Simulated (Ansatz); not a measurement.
Structure data:

```cif
data_structure
_symmetry_space_group_name_H-M 'P 1'
_symmetry_Int_Tables_number 1
_cell_length_a 3.1873
_cell_length_b 5.6741
_cell_length_c 4.2220
_cell_angle_alpha 90.000
_cell_angle_beta 90.000
_cell_angle_gamma 90.000
_cell_volume 76.35
loop_
_atom_site_label
_atom_site_type_symbol
_atom_site_fract_x
_atom_site_fract_y
_atom_site_fract_z
_atom_site_occupancy
Sn1 Sn 0.00000 0.23191 0.51314 1
Sn2 Sn 0.50000 0.76809 0.01314 1
O1 O 0.00000 0.89125 0.73686 1
O2 O 0.50000 0.10875 0.23686 1
```

### Work out the structure from the coordinates.

Composition: SnO. Space group: Pmn2_1 (No. 31). Lattice: primitive orthorhombic. Content of the cell: 2 Sn, 2 O (Z = 2). About every Sn there are three O in a trigonal pyramidal arrangement at 2.09 to 2.15 Å. The neighbours of O are three Sn at 2.09 to 2.15 Å. The bonds build SnO layers parallel to (010).

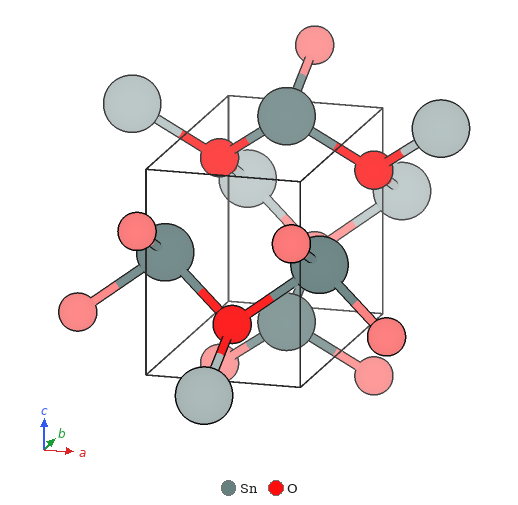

Ball-and-stick representation of a periodic structure, projected slightly off an axis. The edges of the conventional unit cell are marked. Bonded neighbours in the next cells are drawn too, in fainter colours. Colours: tin teal, oxygen red.

The cell started as a structure listed in the Materials Project. The cell was then strained or its atoms displaced on purpose. Ansatz was used for an electronic-structure calculation on it.
